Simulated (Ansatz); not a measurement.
GaN

```
CELL_PARAMETERS angstrom
3.30051 0.00000 0.00000
-1.65026 2.85833 0.00000
0.00000 0.00000 4.70623
ATOMIC_POSITIONS crystal
Ga 0.33333 0.66667 0.25000
Ga 0.66667 0.33333 0.75000
N 0.66667 0.33333 0.25000
N 0.33333 0.66667 0.75000
```

Space group P6₃/mmc; started from the h-MgO (five-fold) prototype, which need not be the ambient phase.

The calculation used Ansatz 0.2.0, DFT, r2SCAN+rVV10, plane waves, PAW.

In a PAW calculation such maps are meaningful between the atoms, not at the nuclei.

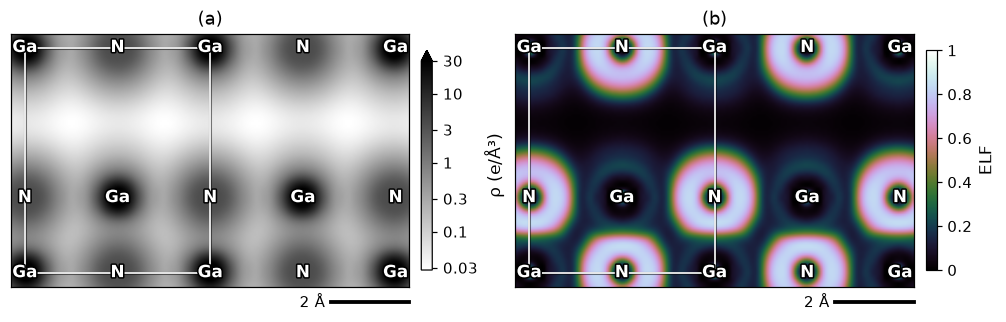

Figure 1. (a) valence pseudo-density; (b) electron localisation function on the (110) plane of the conventional cell.

Describe what can be read from this map.

The plane passes through Ga and N nuclei. Ga–N (1.91 Å): ρ is about 0.8 e/Å³ halfway; the ELF peaks at about 0.85 in the valence shell of N, 0.6 Å from its nucleus, and is about 0.50 at the midpoint. Between the atoms the lowest density in this plane is 0.03 e/Å³.

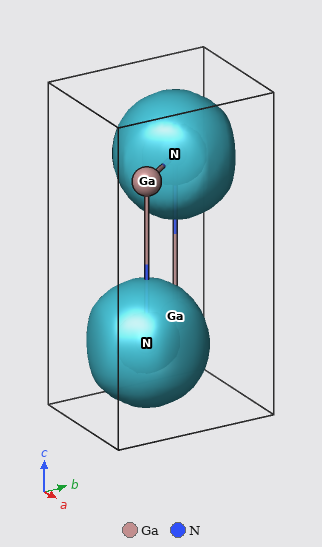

Figure 2. Isosurface of the ELF at 0.7 (cyan), seen slightly off an axis. Only the valence region is drawn (cores and ρ < 0.01 e/Å³ removed). Sticks mark near contacts.

Where are the electrons localised?

The surface consists of two regions wrapped around N (the valence shell of each), counted in one cell of 4 atoms. Any copies at cell faces, edges or corners count once.

Does the calculation make it a metal, or give it a gap?

It is gapped, with a Kohn–Sham gap of 1.9 eV on the k-point mesh (the band edges may lie off the mesh, which would make the gap smaller).
